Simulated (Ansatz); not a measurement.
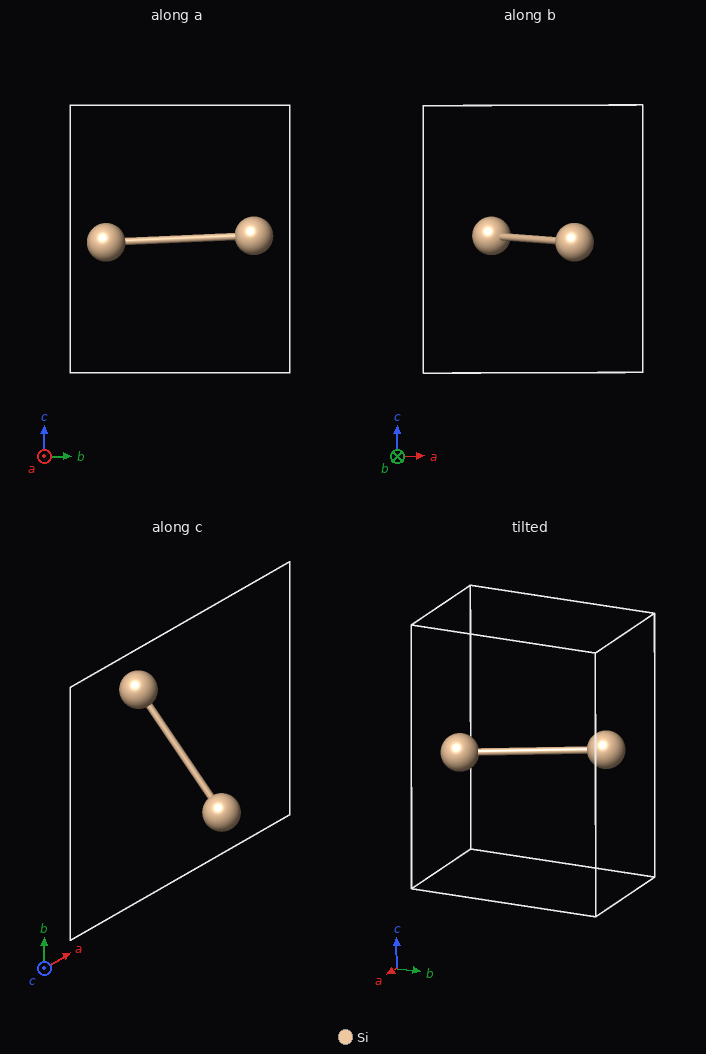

Ball-and-stick representation of a periodic structure, projected along the a axis, along the b axis, along the c axis and slightly off an axis. One conventional unit cell is framed, with atoms on its boundary repeated.

Lattice parameters: a = 3.7509 Å, b = 3.7524 Å, c = 3.9660 Å, α = 89.894°, β = 89.776°, γ = 60.192°.

Set out the cell and atoms as a CIF in P1 with every atom of the cell, with free fractional coordinates to two decimals.

Answer.
```cif
data_structure
_symmetry_space_group_name_H-M 'P 1'
_symmetry_Int_Tables_number 1
_cell_length_a 3.7509
_cell_length_b 3.7524
_cell_length_c 3.9660
_cell_angle_alpha 89.894
_cell_angle_beta 89.776
_cell_angle_gamma 60.192
_cell_volume 48.43
loop_
_atom_site_label
_atom_site_type_symbol
_atom_site_fract_x
_atom_site_fract_y
_atom_site_fract_z
_atom_site_occupancy
Si1 Si 0.69 0.16 0.49 1
Si2 Si 0.31 0.84 0.51 1
```

Where the cell comes from: a known structure type with an atom taken out, added or moved. No relaxation was applied. It went into a calculation with Ansatz.

At this level of theory the cell isn't at rest (compressed, at 11 GPa and forces up to 3.8 eV/Å), so its distances can differ from those at equilibrium, the more so the softer the solid.
